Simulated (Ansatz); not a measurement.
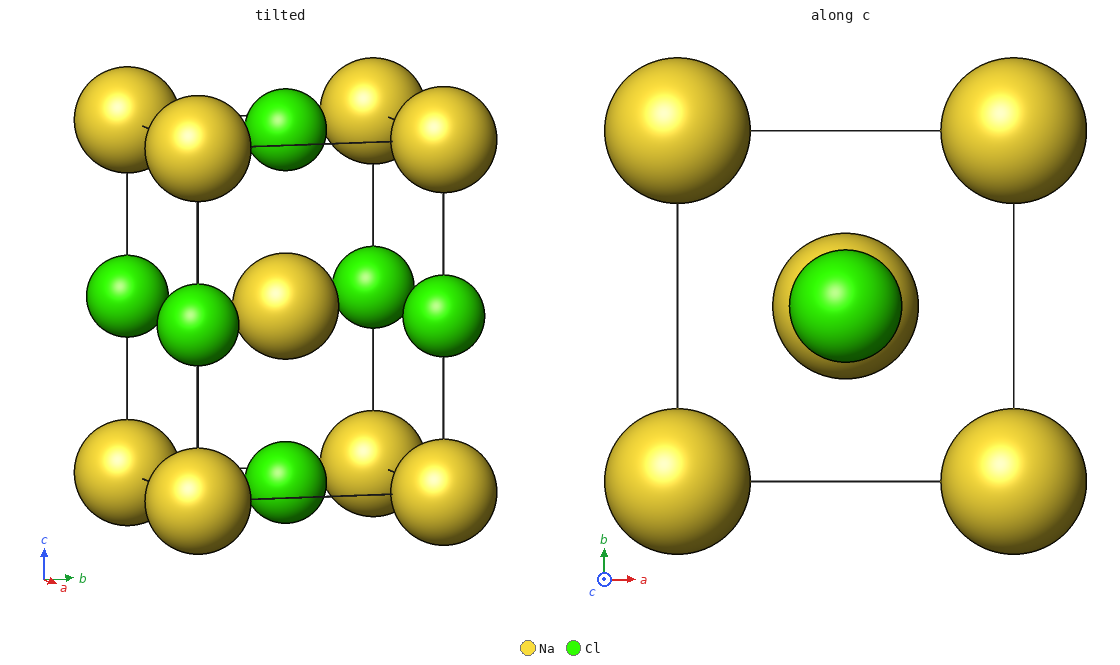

The image is a spheres-only drawing of a crystal, viewed slightly off an axis and along the c axis. The conventional unit cell is outlined; an atom on or near a face, edge or corner is repeated at each equivalent position.

NaCl, space group Immm (No. 71), a = 3.879 Å, b = 4.048 Å, c = 5.605 Å, α = 90.00°, β = 90.00°, γ = 90.00°. The model was built from a structure type filled with these elements by a generator (whether the compound takes this form wasn't checked). The cell was then strained or its atoms displaced on purpose. It was the input of a calculation with Ansatz.

This one geometry was computed with Ansatz (DFT, plane waves, PAW) at three levels of theory: HSE06, r2SCAN and PBE. It was relaxed with r2SCAN and then strained.

How does the band gap change with the level of theory?

Answer. PBE: a gap of 5.09 eV, direct; r2SCAN: a gap of 5.88 eV, direct; HSE06: a gap of 6.47 eV, direct.

Collect the results in a table.

Answer.
| level | cutoff (eV) | k-mesh of the run's cell | gap (eV) | pressure (GPa) |
| --- | --- | --- | --- | --- |
| HSE06 | 420 | 6×6×6 | 6.47 | 0.7 |
| r2SCAN | 500 | 8×8×8 | 5.88 | 0.0 |
| PBE | 420 | 8×8×8 | 5.09 | 1.3 |

Gaps are taken on the k-mesh or band path of each run.
